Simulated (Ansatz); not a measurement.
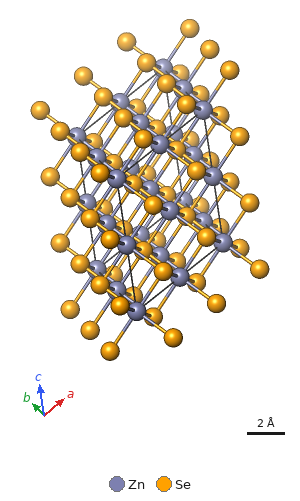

Starting frame of a dynamics run of a 16-atom cell of ZnSe (built on the rocksalt type). The picture is a ball-and-stick view of the reduced simulation cell, seen slightly off an axis. Bonds to atoms that aren't drawn are left out. Lengths and directions refer to the drawn axes.

Level of theory: Ansatz, DFT, PBEsol, plane waves, PAW.

Input
```yaml
crystal:
  lattice:
    - [0.0, 5.317515581, 5.317515581]
    - [5.317515581, 0.0, 5.317515581]
    - [5.317515581, 5.317515581, 0.0]
  atoms:
    - { symbol: Zn, position: [0.0, 0.0, 0.0] }
    - { symbol: Se, position: [0.25, 0.25, 0.25] }
    - { symbol: Zn, position: [0.0, 0.0, 0.5] }
    - { symbol: Se, position: [0.25, 0.25, 0.75] }
    - { symbol: Zn, position: [0.0, 0.5, 0.0] }
    - { symbol: Se, position: [0.25, 0.75, 0.25] }
    - { symbol: Zn, position: [0.0, 0.5, 0.5] }
    - { symbol: Se, position: [0.25, 0.75, 0.75] }
    - { symbol: Zn, position: [0.5, 0.0, 0.0] }
    - { symbol: Se, position: [0.75, 0.25, 0.25] }
    - { symbol: Zn, position: [0.5, 0.0, 0.5] }
    - { symbol: Se, position: [0.75, 0.25, 0.75] }
    - { symbol: Zn, position: [0.5, 0.5, 0.0] }
    - { symbol: Se, position: [0.75, 0.75, 0.25] }
    - { symbol: Zn, position: [0.5, 0.5, 0.5] }
    - { symbol: Se, position: [0.75, 0.75, 0.75] }
kpoints:
  mp_grid: { grid: [2, 2, 2] }
hamiltonian:
  xc: pbesol
scf:
  occupations: { method: fermi_dirac, width: 0.02 }
md:
  ensemble: nvt_langevin
  temperature: 200
  timestep: 3.0
  n_steps: 30
  initial_velocities: maxwell_boltzmann
  seed: 2978
```

Launched with:
```bash
ansatz run input.yaml --threads 4 --pin off --max-ram 3686MiB --backend cpu --events-out ev --progress --plain --runs-dir out
```

What does the trajectory do?

Answer. Over the second half the temperature averages 155 K (spread ±6 K). The potential energy in the second half lies on average 5.3 meV per atom above the first frame. In the second half of the run the atoms are, in the root-mean-square, this far from where they began (common drift taken out): Se 0.14 Å, Zn 0.12 Å. The run lasts only 90 fs, too short to tell vibration from diffusion.

Along the run (each row but the first and the last is the mean over the interval that it begins):

```
time (fs)  potential energy (meV/atom)  T (K)
      0.0                          0.0    188
     15.0                          3.2    157
     30.0                          6.2    148
     45.0                          6.9    151
     60.0                          5.3    156
     75.0                          3.9    157
     90.0                          3.7    162
```

The paths of the atoms, magnified 3 times:

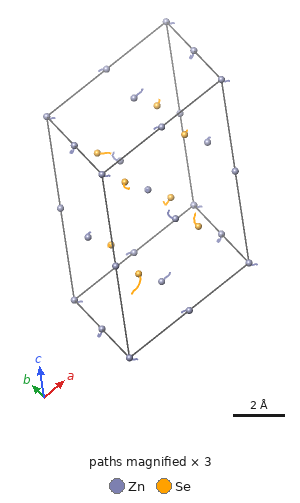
